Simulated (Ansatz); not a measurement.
# SrTiO₃: geometry relaxation (part 2 of 2)

SrTiO₃ (Pm-3m, 5 atoms in the cell); DFT PBEsol, scalar-relativistic, plane waves, PAW, no spin polarisation (Ansatz 0.2.0); cutoff 420 eV, 6×6×6 k-mesh, Gaussian smearing of 0.1 eV. The structure derives from an entry of the Crystallography Open Database.

Geometry of the input (Å; fractional positions):
```
3.9053  0.0000  0.0000
0.0000  3.9053  0.0000
0.0000  0.0000  3.9053
Sr 0.5000  0.5000  0.5000
Ti 0.0000  0.0000  0.0000
O  0.5000  0.0000  0.0000
O  0.0000  0.5000  0.0000
O  0.0000  0.0000  0.5000
```

### The program's output, continued
```
SCF iter   1: F=—  HF=-7657.236918 eV  |F-HF|=—  |Δ(HF+E_count)|=         —  Δρ=1.78e-5  dr2=9.81e-8  ethr=3.95e-7  ⟨swp⟩=3.6  Hψ=3915  notcnv=0
eigensolver tolerance schedule: the retry pair's looser diagonalisation over-reported the residual by 1610.55 of it (diagonalisation noise at 0.26 of the residual, at the tolerance the schedule requests for it); recorded, not acted on — ethr = c·dr2/N_el stays at c = 1.0e-1
preconditioner: auto → Resta (q_TF=auto, 2.563 Å⁻¹)  ε∞=5.6  [insulator: Δε(μ)=1.872 eV  Ē_g=12.419 eV  σ=0.100 eV  W_gap=1.00  n_scr=18 (ndim 8)  ℏωp=26.7 eV  f_vac=0.000  D(μ)=0.00/eV (n_scr^D=0)  ε∞_Penn≈5.6]
SCF iter   2: F=—  HF=-7657.237156 eV  |F-HF|=—  |Δ(HF+E_count)|=   2.38e-4  Δρ=8.70e-6  dr2=2.61e-8  ethr=2.45e-10  ⟨swp⟩=3.4  Hψ=1206  notcnv=0
SCF iter   3: F=—  HF=-7657.237156 eV  |F-HF|=—  |Δ(HF+E_count)|=   1.81e-9  Δρ=5.45e-6  dr2=8.62e-9  ethr=6.52e-11  ⟨swp⟩=1.0  Hψ=500  notcnv=0
iter 4 did not close the SCF: its close was put off for the readings that it lacked (scf_convergence_deferred on its scf_iter line)
SCF iter   4: F=-7657.237156 eV  HF=-7657.237156 eV  |F-HF|=3.46e-11  |Δ(HF+E_count)|=  2.24e-10  Δρ=7.00e-7  dr2=1.44e-10  ethr=2.16e-11  ⟨swp⟩=2.0  Hψ=613  notcnv=0
iter 5 did not close the SCF: its close was put off for the readings that it lacked (scf_convergence_deferred on its scf_iter line)
SCF iter   5: F=-7657.237156 eV  HF=-7657.237156 eV  |F-HF|=1.82e-12  |Δ(HF+E_count)|=  3.09e-11  Δρ=1.19e-7  dr2=2.79e-12  ethr=1.00e-12  ⟨swp⟩=1.9  Hψ=593  notcnv=0
SCF iter   6: F=-7657.237156 eV  HF=-7657.237156 eV  |F-HF|=9.09e-13  |Δ(HF+E_count)|=  9.09e-13  Δρ=5.32e-8  dr2=9.79e-13  ethr=1.00e-12  ⟨swp⟩=2.5  Hψ=1288  notcnv=0
SCF 5 converged in 6 iterations: F = -7657.237156 eV  dr2 = 9.79e-13
relax step   5: F+E_penalty+E_count = -7657.23715625 eV  Δ(F+E_penalty+E_count) = +1.888e-4 eV  max|allowed force component| = 2.708e-30 eV/Å  Δτ_max = 0.0000 Å  P = +2.302 GPa  Ω = 58.209 Å³  stress off target by 2.25e-3 GPa  SCF on the basis re-selected at this cell (its energy is not comparable with the rows above)  (6 SCF iters)
```

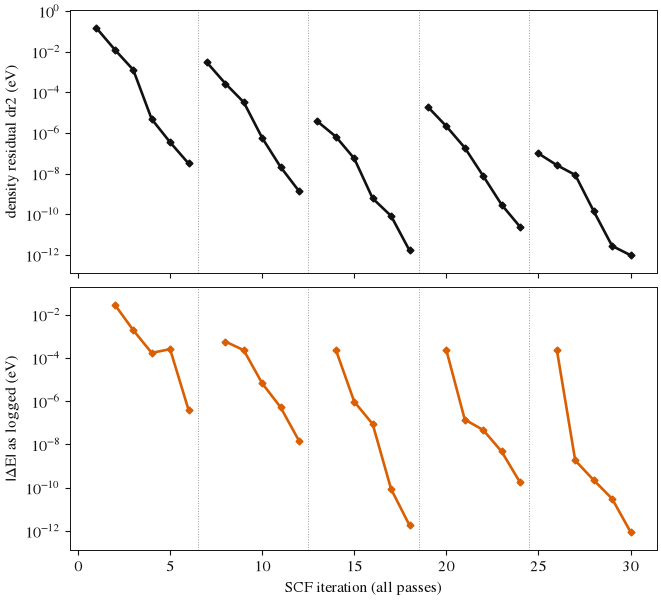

**Figure 1.** Convergence of the self-consistent field: density residual dr2 and size of the energy change against the SCF iteration. The dotted lines part the SCF passes of the relaxation: geometry steps, rejected trials and re-solves on a re-selected basis. The 5 passes take 6 iterations each, 30 in all.

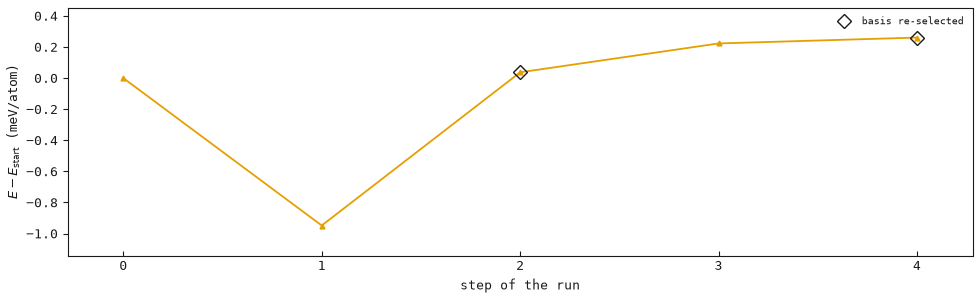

**Figure 2.** Progress of the relaxation, step by step (the first geometry is step 0 here and step 1 in the log).

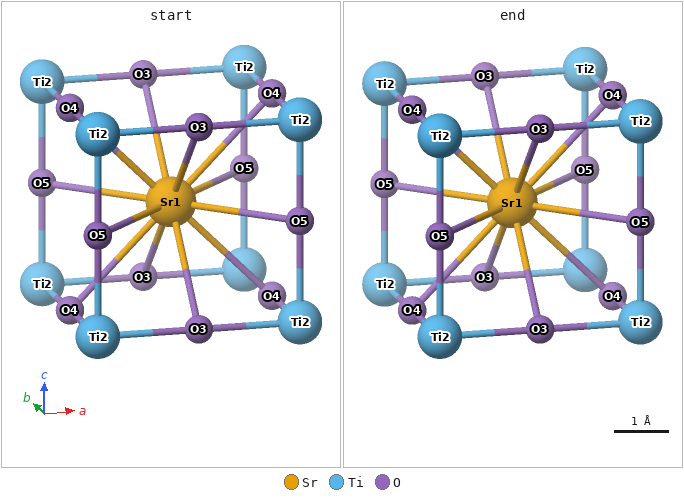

**Figure 3.** Before (left) and after (right) the relaxation, at one scale (ball-and-stick view of the cell of the calculation, seen slightly off an axis). No atom moves by more than 0.005 Å relative to the cell. The volume changes by −2.3 %, with a = b = c 3.905 → 3.876 Å (−0.8 %). Among the contacts that change: Sr1–O3 2.761 → 2.740 Å, Ti2–O3 1.953 → 1.938 Å. The space group stays Pm-3m (No. 221). The energy rises by 0.2 meV per atom in 2 geometry steps. With the target pressure of 2.3 GPa, the enthalpy E + pV changes by −3.7 meV per atom. All forces vanish by symmetry, so only the cell relaxes. Pressure: −1.98 GPa at the start and 2.30 GPa at the end. The basis was re-selected once at an unchanged geometry, which shifts the energy a little without any move. The energy change given includes the shifts at the re-selections in mid-walk, which come without any move. A last SCF at the same geometry on a re-selected plane-wave basis shifts the energy by +0.0 meV per atom. (Atoms are counted from 1 in the order of the input.)

```
basis re-selected at this cell: Δ(F+E_penalty+E_count) = +1.888e-4 eV, ΔP = -0.006 GPa vs the last step (what re-selecting the basis moved, of the pressure what is left beyond the Pulay correction that the steps carried, after the strain that the cell walked since its last selection, with what the two solves' SCF thresholds leave and, on support functions, any second-order correction that the steps lacked; it is no measure of the basis error at this ecutwfc). This SCF's stress stands 2.25e-3 GPa from its target on what of the cell is left free (relax.cell.stress_tol is 3.00e-1 GPa) and its largest allowed force component is 2.71e-30 eV/Å (relax.f_tol is 5.00e-2 eV/Å): within both
SCF converged after 6 iterations
Free energy (F): -7657.237156 eV
Harris-Foulkes:  -7657.237156 eV  (|F-HF|=9.09e-13)
Internal energy: -7657.237156 eV  (E = F + TS)
E sigma→0 (E₀):  -7657.237156 eV
Fermi energy:    11.112399 eV
--- Per-component energies (eV) ---
  E_band       = -195.153032
  E_kinetic    = 1047.684621
  E_local      = -2351.751875  (includes V_loc(G=0)·N_el)
  E_nonlocal   = 351.608703
  E_hartree    = 820.988248
  E_xc         = -491.443839
  E_vxc        = -569.585216  (∫ρ·V_xc dr)
  E_paw        = -4121.406806  (= ΣΔE_a)
  E_vpaw       = -315.093342  (= ΣTr[D̂ρ^β])
  E_aug_tail   = 0.007583  (compensation charges beyond the density's cutoff)
  E_ewald      = -2913.303386
  E_core_change = 0.379595  (= ΣΔE_core)
  E_smearing   = -0.000000  (= −TS)
  E_closure    = 0.000000  (closes the sum)
  Σ components = -7657.237156   (vs F -7657.237156, Δ=0.00e0)
--- Forces (eV/Å), atoms counted from 1 ---
  atom   1  Sr     0.00000000     0.00000000     0.00000000
  atom   2  Ti     0.00000000    -0.00000000     0.00000000
  atom   3  O      0.00000000    -0.00000000     0.00000000
  atom   4  O      0.00000000    -0.00000000     0.00000000
  atom   5  O      0.00000000     0.00000000    -0.00000000
  max |Σ_I F_I| component: 6.02e-30 eV/Å
--- Stress (GPa, compression-positive) ---
        2.302251       0.000000       0.000000
        0.000000       2.302251      -0.000000
        0.000000      -0.000000       2.302251
  P = ⅓ Tr σ = 2.3023 GPa (23.023 kbar)
--- Band table (eV; the first three rows and the last of 20) ---
  k-point 0: bands = ["-45.8575", "-22.3354", "-22.2546", "-22.2546", "-22.2546", "-7.2566", "-6.2339", "-6.2339", "-4.3679", "-4.3679", "-4.3679", "7.3180", "7.3180", "7.3180", "8.9479", "8.9479", "8.9479", "9.8434", "9.8434", "9.8434", "12.0485", "12.0485", "12.0485", "14.7162", "14.7162"]
  k-point 1: bands = ["-45.8572", "-22.3721", "-22.2537", "-22.2537", "-22.2310", "-7.2758", "-6.2229", "-6.2192", "-4.3545", "-4.3545", "-4.1836", "6.9531", "7.2927", "7.2927", "8.5932", "8.5932", "8.7019", "9.0564", "9.6879", "9.6879", "12.0927", "12.6593", "12.6593", "14.7277", "15.4697"]
  k-point 2: bands = ["-45.8564", "-22.4271", "-22.2519", "-22.2519", "-22.2020", "-7.4085", "-6.2008", "-6.0123", "-4.3274", "-4.3274", "-3.8770", "6.1746", "7.2567", "7.2567", "7.9978", "8.0035", "8.0035", "8.2751", "9.5157", "9.5157", "12.1849", "13.6496", "13.6496", "14.7379", "16.5410"]
  k-point 19: bands = ["-45.8530", "-22.3279", "-22.3279", "-22.3279", "-22.2642", "-5.8184", "-5.8184", "-5.8184", "-4.6727", "-4.6727", "-4.6727", "5.4512", "5.9083", "5.9083", "6.3461", "6.3461", "6.3461", "10.1762", "10.1762", "10.1762", "14.8184", "14.8184", "14.8184", "17.1619", "17.1619"]
--- Relaxed structure (3 steps of the walk, 3 accepted, 2 SCFs on fresh bases) ---
  F+E_penalty+E_count = -7657.23715625 eV   max|allowed force component| = 2.708e-30 eV/Å   (the final SCF, on the basis selected at the relaxed cell)
  cell:  # Å, volume = 58.2085 Å³
    - [3.8755096039253036, 1.765435782354966e-34, 1.2839532962581572e-34]
    - [1.765435782354966e-34, 3.8755096039253036, 0.0]
    - [1.2839532962581572e-34, 0.0, 3.8755096039253036]
  atoms:
    - { symbol: Sr, position: [0.5, 0.5, 0.5] }
    - { symbol: Ti, position: [4.109671061546206e-37, -3.1464669064893344e-37, 5.137088826930133e-37] }
    - { symbol: O, position: [0.5, -9.888895991826941e-37, -1.2842722067325297e-37] }
    - { symbol: O, position: [-1.6438684246189798e-36, 0.5, -1.284272206732533e-37] }
    - { symbol: O, position: [-1.6438684246177557e-36, -9.56782794016368e-37, 0.5] }
```

### Trajectory as extended XYZ (Å, eV, eV/Å), 5 frames, from step=1 to step=5
```
5
Lattice="3.9053 0.0000 0.0000 0.0000 3.9053 0.0000 0.0000 0.0000 3.9053" Properties=species:S:1:pos:R:3:forces:R:3 step=1 energy=-7657.23846 pressure_GPa=-1.98
Sr    1.9526    1.9526    1.9526    0.0000   0.0000   0.0000
Ti    0.0000    0.0000    0.0000    0.0000   0.0000   0.0000
O     1.9526    0.0000    0.0000    0.0000   0.0000   0.0000
O     0.0000    1.9526    0.0000    0.0000   0.0000   0.0000
O     0.0000    0.0000    1.9526    0.0000   0.0000   0.0000
5
Lattice="3.8777 0.0000 0.0000 0.0000 3.8777 0.0000 0.0000 0.0000 3.8777" Properties=species:S:1:pos:R:3:forces:R:3 step=2 energy=-7657.24320 pressure_GPa=2.10
Sr    1.9389    1.9389    1.9389    0.0000   0.0000   0.0000
Ti    0.0000    0.0000    0.0000    0.0000   0.0000   0.0000
O     1.9389    0.0000    0.0000    0.0000   0.0000   0.0000
O     0.0000    1.9389    0.0000    0.0000   0.0000   0.0000
O     0.0000    0.0000    1.9389    0.0000   0.0000   0.0000
5
Lattice="3.8777 0.0000 0.0000 0.0000 3.8777 0.0000 0.0000 0.0000 3.8777" Properties=species:S:1:pos:R:3:forces:R:3 step=3 energy=-7657.23827 pressure_GPa=1.97
Sr    1.9389    1.9389    1.9389    0.0000   0.0000   0.0000
Ti    0.0000    0.0000    0.0000    0.0000   0.0000   0.0000
O     1.9389    0.0000    0.0000    0.0000   0.0000   0.0000
O     0.0000    1.9389    0.0000    0.0000   0.0000   0.0000
O     0.0000    0.0000    1.9389    0.0000   0.0000   0.0000
5
Lattice="3.8755 0.0000 0.0000 0.0000 3.8755 0.0000 0.0000 0.0000 3.8755" Properties=species:S:1:pos:R:3:forces:R:3 step=4 energy=-7657.23734 pressure_GPa=2.31
Sr    1.9378    1.9378    1.9378    0.0000   0.0000   0.0000
Ti    0.0000    0.0000    0.0000    0.0000   0.0000   0.0000
O     1.9378    0.0000    0.0000    0.0000   0.0000   0.0000
O     0.0000    1.9378    0.0000    0.0000   0.0000   0.0000
O     0.0000    0.0000    1.9378    0.0000   0.0000   0.0000
5
Lattice="3.8755 0.0000 0.0000 0.0000 3.8755 0.0000 0.0000 0.0000 3.8755" Properties=species:S:1:pos:R:3:forces:R:3 step=5 energy=-7657.23716 pressure_GPa=2.30
Sr    1.9378    1.9378    1.9378    0.0000   0.0000   0.0000
Ti    0.0000    0.0000    0.0000    0.0000   0.0000   0.0000
O     1.9378    0.0000    0.0000    0.0000   0.0000   0.0000
O     0.0000    1.9378    0.0000    0.0000   0.0000   0.0000
O     0.0000    0.0000    1.9378    0.0000   0.0000   0.0000
```
